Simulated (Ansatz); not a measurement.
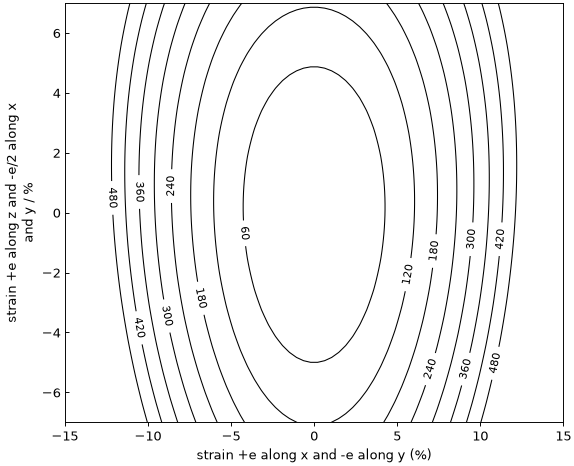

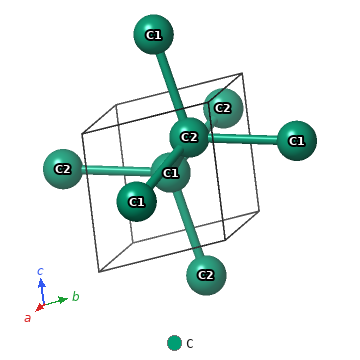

Energy landscape of C (Fd-3m, No. 227; 2 atoms in the cell). 
- The energy is mapped over two homogeneous strains (x, y and z along the cube axes).
- The first coordinate is: strain +e along x and -e along y; the second: strain +e along z and -e/2 along x and y.
- Nothing is relaxed (symmetry fixes all fractional coordinates).
- The grid has 9 × 9 points; 45 points were computed and 36 follow by symmetry.
- Points are written as (first, second).
- All energies are given in meV/atom relative to the lowest grid point.
- The band gap closes in part of the range.
- These are results of DFT LDA, scalar-relativistic, plane waves, PAW (Ansatz), not measurements. Settings: cutoff 520 eV, k-mesh 12×12×12, gaussian smearing 0.05 eV, no spin polarisation.

Drawn: contour lines labelled in meV/atom (none above 480). Between grid points the surface is interpolated. The second picture is the structure at the lowest point

Q: Where are the wells?

A: The lowest grid point is at (0.00 %, 0.00 %). No other kind of well shows on this grid. The highest grid point, (−15.00 %, −7.00 %), lies 926 meV/atom above the lowest. Round the minimum the two coordinates are nearly uncoupled.

Grid values (meV/atom):

```csv
"second ↓, first →",−15.00,−11.25,−7.50,−3.75,0.00,3.75,7.50,11.25,15.00
7.00,763,491,289,166,125,166,289,491,763
5.25,732,448,239,112,70,112,239,448,732
3.50,716,421,205,74,31,74,205,421,716
1.75,715,410,187,53,8,53,187,410,715
0.00,730,414,184,46,0,46,184,414,730
−1.75,759,432,197,55,7,55,197,432,759
−3.50,801,466,224,78,30,78,224,466,801
−5.25,856,513,265,116,66,116,265,513,856
−7.00,926,574,320,167,116,167,320,574,926
```

Each point was launched as `ansatz run input.yaml --threads 1 --pin off --max-ram 2048MiB --backend cpu --events-out ev --progress --plain --runs-dir out`. The whole map (45 points run) took 86 s on 1 thread of Arm Neoverse V2, on a shared host.

PAW datasets: the set soft_1.
